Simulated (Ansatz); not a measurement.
Hg: phonon calculation (part 2 of 2)

Hg (2 atoms in the cell); DFT, RPBE, plane waves, PAW, no spin polarisation (Ansatz 0.2.0); cutoff 420 eV, 12×6×10 k-mesh, cold smearing of 0.005 eV. The structure derives from a Materials Project entry.

Geometry of the input (Å; fractional positions):
```
2.7746  0.0000  -0.6990
0.0000  5.2454  0.0000
-2.0011  0.0000  3.6476
Hg 0.7499  0.2500  0.7500
Hg 0.2501  0.7500  0.2500
```

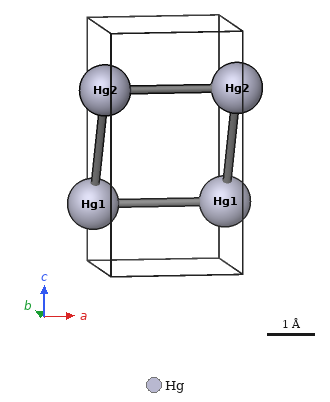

The structure as given in the input (ball-and-stick view of the reduced cell, seen at an oblique angle; atoms are numbered from 1 in the order of the input).

**Output, continued**
```
SCF iter   1: F=—  HF=-27655.790596 eV  |F-HF|=—  |Δ(HF+E_count)|=         —  Δρ=2.22e-2  dr2=2.69e-1  ethr=3.10e-3  ⟨swp⟩=5.2  Hψ=22951  notcnv=0
SCF iter   2: F=—  HF=-27655.734396 eV  |F-HF|=—  |Δ(HF+E_count)|=   5.62e-2  S|Δr|=    0.00e0  Δρ=8.38e-3  dr2=1.19e-2  ethr=6.72e-4  ⟨swp⟩=2.1  Hψ=11629  notcnv=0  defer=34
SCF iter   3: F=—  HF=-27655.732530 eV  |F-HF|=—  |Δ(HF+E_count)|=   1.87e-3  S|Δr|=    0.00e0  Δρ=3.40e-3  dr2=3.26e-3  ethr=2.97e-5  ⟨swp⟩=2.0  Hψ=11330  notcnv=0  defer=34
SCF iter   4: F=—  HF=-27655.733060 eV  |F-HF|=—  |Δ(HF+E_count)|=   5.29e-4  S|Δr|=    0.00e0  Δρ=3.37e-4  dr2=1.32e-5  ethr=8.16e-6  ⟨swp⟩=2.2  Hψ=9449  notcnv=0  defer=34
SCF iter   5: F=—  HF=-27655.733061 eV  |F-HF|=—  |Δ(HF+E_count)|=   1.86e-6  S|Δr|=    0.00e0  Δρ=2.91e-5  dr2=2.40e-7  ethr=3.30e-8  ⟨swp⟩=2.1  Hψ=9945  notcnv=0  defer=34
SCF iter   6: F=—  HF=-27655.733064 eV  |F-HF|=—  |Δ(HF+E_count)|=   3.01e-6  S|Δr|=    0.00e0  Δρ=5.19e-6  dr2=4.38e-9  ethr=6.00e-10  ⟨swp⟩=2.0  Hψ=8963  notcnv=0  defer=34
SCF iter   7: F=-27655.733064 eV  HF=-27655.733064 eV  |F-HF|=4.00e-11  |Δ(HF+E_count)|=   8.36e-9  S|Δr|=    0.00e0  Δρ=5.26e-7  dr2=5.70e-11  ethr=1.00e-12  ⟨swp⟩=4.0  Hψ=26037  notcnv=0
SCF 7 converged in 7 iterations: F = -27655.733064 eV  dr2 = 5.70e-11
Initial wavefunctions: those handed on with the density
iter 1 solved again at ethr=2.48e-7 eV; its pass at ethr=3.10e-3 eV (dr2=9.93e-5 eV) is discarded
SCF iter   1: F=—  HF=-27655.733064 eV  |F-HF|=—  |Δ(HF+E_count)|=         —  Δρ=9.78e-5  dr2=1.97e-6  ethr=2.48e-7  ⟨swp⟩=2.8  Hψ=29435  notcnv=0  defer=35
SCF iter   2: F=—  HF=-27655.733064 eV  |F-HF|=—  |Δ(HF+E_count)|=   8.05e-8  S|Δr|=    0.00e0  Δρ=4.44e-5  dr2=2.19e-7  ethr=4.92e-9  ⟨swp⟩=2.0  Hψ=8700  notcnv=0  defer=35
SCF iter   3: F=—  HF=-27655.733064 eV  |F-HF|=—  |Δ(HF+E_count)|=   7.35e-8  S|Δr|=    0.00e0  Δρ=1.16e-5  dr2=1.32e-8  ethr=5.48e-10  ⟨swp⟩=2.2  Hψ=8798  notcnv=0  defer=35
SCF iter   4: F=—  HF=-27655.733064 eV  |F-HF|=—  |Δ(HF+E_count)|=   8.71e-9  S|Δr|=    0.00e0  Δρ=1.04e-6  dr2=6.33e-10  ethr=3.29e-11  ⟨swp⟩=2.0  Hψ=8677  notcnv=0  defer=35
SCF iter   5: F=—  HF=-27655.733064 eV  |F-HF|=—  |Δ(HF+E_count)|=  1.93e-10  S|Δr|=    0.00e0  Δρ=3.99e-7  dr2=5.81e-11  ethr=1.58e-12  ⟨swp⟩=2.1  Hψ=8794  notcnv=0  defer=35
SCF iter   6: F=-27655.733064 eV  HF=-27655.733064 eV  |F-HF|=3.64e-12  |Δ(HF+E_count)|=  1.09e-11  S|Δr|=    0.00e0  Δρ=1.52e-7  dr2=2.96e-12  ethr=1.00e-12  ⟨swp⟩=5.3  Hψ=24898  notcnv=0
SCF 8 converged in 6 iterations: F = -27655.733064 eV  dr2 = 2.96e-12
iter 1 solved again at ethr=7.17e-12 eV; its pass at ethr=3.10e-3 eV (dr2=2.87e-9 eV) is discarded
SCF iter   1: F=—  HF=-27655.733068 eV  |F-HF|=—  |Δ(HF+E_count)|=         —  Δρ=2.19e-6  dr2=4.90e-10  ethr=7.17e-12  ⟨swp⟩=2.2  Hψ=29642  notcnv=0  defer=35
SCF iter   2: F=—  HF=-27655.733064 eV  |F-HF|=—  |Δ(HF+E_count)|=   4.01e-6  S|Δr|=    0.00e0  Δρ=1.03e-6  dr2=9.67e-11  ethr=1.23e-12  ⟨swp⟩=2.0  Hψ=10880  notcnv=0  defer=35
SCF iter   3: F=—  HF=-27655.733064 eV  |F-HF|=—  |Δ(HF+E_count)|=  9.09e-11  S|Δr|=    0.00e0  Δρ=3.50e-7  dr2=3.07e-11  ethr=1.00e-12  ⟨swp⟩=1.8  Hψ=6974  notcnv=0  defer=35
SCF iter   4: F=-27655.733064 eV  HF=-27655.733064 eV  |F-HF|=1.09e-11  |Δ(HF+E_count)|=  3.64e-12  S|Δr|=    0.00e0  Δρ=7.58e-8  dr2=2.88e-12  ethr=1.00e-12  ⟨swp⟩=4.2  Hψ=25763  notcnv=0
SCF 9 converged in 4 iterations: F = -27655.733064 eV  dr2 = 2.88e-12
iter 1 solved again at ethr=3.14e-7 eV; its pass at ethr=3.10e-3 eV (dr2=1.26e-4 eV) is discarded
SCF iter   1: F=—  HF=-27655.733062 eV  |F-HF|=—  |Δ(HF+E_count)|=         —  Δρ=8.39e-5  dr2=2.10e-6  ethr=3.14e-7  ⟨swp⟩=2.5  Hψ=42342  notcnv=0  defer=47
preconditioner: auto → none  [insulator: Δε(μ)=0.005 eV  Ē_g=11.948 eV  σ=0.005 eV  W_gap=0.55  n_scr=16 (ndim 8)  ℏωp=26.9 eV  f_vac=0.000  D(μ)=2.29/eV (n_scr^D=18)  ε∞_Penn≈6.1]
SCF iter   2: F=—  HF=-27655.733054 eV  |F-HF|=—  |Δ(HF+E_count)|=   8.16e-6  S|Δr|=    0.00e0  Δρ=3.94e-5  dr2=5.02e-7  ethr=5.25e-9  ⟨swp⟩=2.0  Hψ=13745  notcnv=0  defer=47
SCF iter   3: F=—  HF=-27655.733054 eV  |F-HF|=—  |Δ(HF+E_count)|=   4.70e-8  S|Δr|=    0.00e0  Δρ=2.31e-5  dr2=1.18e-7  ethr=1.26e-9  ⟨swp⟩=2.0  Hψ=12981  notcnv=0  defer=47
SCF iter   4: F=—  HF=-27655.733054 eV  |F-HF|=—  |Δ(HF+E_count)|=  9.75e-10  S|Δr|=    0.00e0  Δρ=1.15e-5  dr2=2.00e-8  ethr=2.95e-10  ⟨swp⟩=2.4  Hψ=12209  notcnv=0  defer=47
SCF iter   5: F=—  HF=-27655.733054 eV  |F-HF|=—  |Δ(HF+E_count)|=   4.39e-9  S|Δr|=    0.00e0  Δρ=2.68e-6  dr2=9.93e-10  ethr=4.99e-11  ⟨swp⟩=2.5  Hψ=12746  notcnv=0  defer=47
SCF iter   6: F=—  HF=-27655.733054 eV  |F-HF|=—  |Δ(HF+E_count)|=  3.86e-10  S|Δr|=    0.00e0  Δρ=3.05e-7  dr2=1.56e-11  ethr=2.48e-12  ⟨swp⟩=2.1  Hψ=12717  notcnv=0  defer=47
SCF iter   7: F=-27655.733054 eV  HF=-27655.733054 eV  |F-HF|=1.09e-11  |Δ(HF+E_count)|=  2.18e-11  S|Δr|=    0.00e0  Δρ=3.99e-8  dr2=1.00e-12  ethr=1.00e-12  ⟨swp⟩=5.0  Hψ=35152  notcnv=0
SCF 10 converged in 7 iterations: F = -27655.733054 eV  dr2 = 1.00e-12
iter 1 solved again at ethr=5.78e-12 eV; its pass at ethr=3.10e-3 eV (dr2=2.31e-9 eV) is discarded
SCF iter   1: F=—  HF=-27655.733059 eV  |F-HF|=—  |Δ(HF+E_count)|=         —  Δρ=1.80e-6  dr2=3.34e-10  ethr=5.78e-12  ⟨swp⟩=2.5  Hψ=44622  notcnv=0  defer=47
SCF iter   2: F=—  HF=-27655.733055 eV  |F-HF|=—  |Δ(HF+E_count)|=   4.01e-6  S|Δr|=    0.00e0  Δρ=8.38e-7  dr2=6.84e-11  ethr=1.00e-12  ⟨swp⟩=2.0  Hψ=15972  notcnv=0  defer=47
SCF iter   3: F=—  HF=-27655.733055 eV  |F-HF|=—  |Δ(HF+E_count)|=  1.02e-10  S|Δr|=    0.00e0  Δρ=2.60e-7  dr2=2.37e-11  ethr=1.00e-12  ⟨swp⟩=1.5  Hψ=9104  notcnv=0  defer=47
SCF iter   4: F=-27655.733055 eV  HF=-27655.733055 eV  |F-HF|=0.00e0  |Δ(HF+E_count)|=  7.28e-12  S|Δr|=    0.00e0  Δρ=6.67e-8  dr2=1.76e-12  ethr=1.00e-12  ⟨swp⟩=4.1  Hψ=37871  notcnv=0
SCF 11 converged in 4 iterations: F = -27655.733055 eV  dr2 = 1.76e-12
WARN: the harmonic batch's force constants are those of 0.0025 Å and are not confirmed by those of another step (scf.occupations.method, Limitations): at a shorter step the SCFs' stop would leave too much of the work: a tighter phonons.dr2_threshold lets one be taken
SCF converged after 7 iterations
Stability not checked: this state was not tested for a lower state beside it, because cold or Methfessel-Paxton smearing, or corrected tetrahedra, fill the levels in a way that the test cannot read (fill_not_monotonic; see scf.lower_state_search)
Free energy (F): -27655.733064 eV
Harris-Foulkes:  -27655.733064 eV  (|F-HF|=4.00e-11)
Internal energy: -27655.733052 eV  (E = F + TS)
E sigma→0 (E₀):  -27655.733060 eV
Entropy (-TS):   -0.000012 eV (-0.006 meV/atom)
Fermi energy:    15.738048 eV
--- Per-component energies (eV) ---
  E_band       = -750.339375
  E_kinetic    = 1211.709719
  E_local      = -4993.570471  (includes V_loc(G=0)·N_el)
  E_nonlocal   = 142.152032
  E_hartree    = 2149.777171
  E_xc         = -443.635394
  E_vxc        = -527.383228  (∫ρ·V_xc dr)
  E_paw        = -19917.889854  (= ΣΔE_a)
  E_vpaw       = -882.803470  (= ΣTr[D̂ρ^β])
  E_aug_tail   = 0.001883  (compensation charges beyond the density's cutoff)
  E_ewald      = -5804.163351
  E_core_change = -0.114787  (= ΣΔE_core)
  E_smearing   = -0.000012  (= −TS)
  E_closure    = 0.000000  (closes the sum)
  Σ components = -27655.733064   (vs F -27655.733064, Δ=0.00e0)
--- Forces (eV/Å), atoms counted from 1 ---
  atom   1  Hg     0.00000784     0.00000000     0.00018330
  atom   2  Hg    -0.00000784     0.00000000    -0.00018330
  max |Σ_I F_I| component: 0.00e0 eV/Å
--- Band table (eV; the first three rows and the last of 248) ---
  k-point 0: bands = ["-99.3222", "-99.3200", "-47.8323", "-47.7901", "-47.7739", "-47.7715", "-47.7681", "-47.7624", "6.2616", "7.0492", "7.2029", "7.4064", "8.3097", "8.3610", "8.9564", "9.5490", "9.7252", "9.7348", "9.8849", "13.8382", "14.0540", "24.0030", "26.2445", "28.7689"]
  k-point 1: bands = ["-99.3220", "-99.3200", "-47.8306", "-47.7935", "-47.7780", "-47.7727", "-47.7677", "-47.7623", "6.4520", "7.0933", "7.3559", "7.4208", "8.2611", "8.4591", "8.9805", "9.5016", "9.6372", "9.6655", "9.7215", "14.0734", "14.2650", "22.5950", "26.5271", "27.9331"]
  k-point 2: bands = ["-99.3216", "-99.3199", "-47.8255", "-47.8021", "-47.7890", "-47.7763", "-47.7666", "-47.7620", "6.9010", "7.2897", "7.4338", "7.7842", "8.1409", "8.7814", "9.0488", "9.1195", "9.3805", "9.5125", "9.6810", "14.1621", "15.3210", "20.1452", "25.2000", "26.3423"]
  k-point 247: bands = ["-99.3182", "-99.3182", "-47.8527", "-47.8527", "-47.7949", "-47.7949", "-47.7753", "-47.7753", "7.8913", "7.8913", "7.9722", "7.9722", "8.7141", "8.7141", "8.9629", "8.9629", "9.1691", "9.1691", "13.8624", "13.8624", "15.4689", "15.4689", "26.6697", "26.6697"]
--- Phonons: 4 displaced members + reference (amplitude 0.0025 Å, Σ member SCF iterations 21) ---
  symmetry images taken by strict's conditions (phonons.symmetry_images: auto; settled by no image being taken that strict refuses)
  ASR residual: 2.119e-4 → 0.000e0 eV/Å²; symmetrization residual: 6.158e-6 eV/Å²
  largest component of a force at the reference: 1.8e-4 eV/Å
  ASR residual per site (eV/Å²): 2.12e-4 2.12e-4
  Γ frequencies (cm⁻¹): -12.99 0.00 0.00 0.00 49.70 122.87
  density of states and harmonic sums: on the 29×12×20 q-mesh, interpolated from the force constants of a 1×1×1 supercell (no non-analytic term)
  largest difference from the sums on the solved wave vectors: F 5.34e-1 eV, S 7.07e-4 and C_V 1.72e-4 eV/K
  zero-point energy: 0.014494 eV/cell   skipped modes (ω ≤ 0): 4076, of them read as no rigid motion or as one in doubt: 4073 (2.000e0 modes/cell left out, lowest -12.99 cm⁻¹)   left out of the sums: 3.33e-1 of the cell's modes: C_V's classical limit lies that fraction below 3 k_B per atom; for a crystal, a wire or a layer, F and S can be off by more, and a phonons.interpolated_qmesh denser along its periods is the remedy for the sampling
```
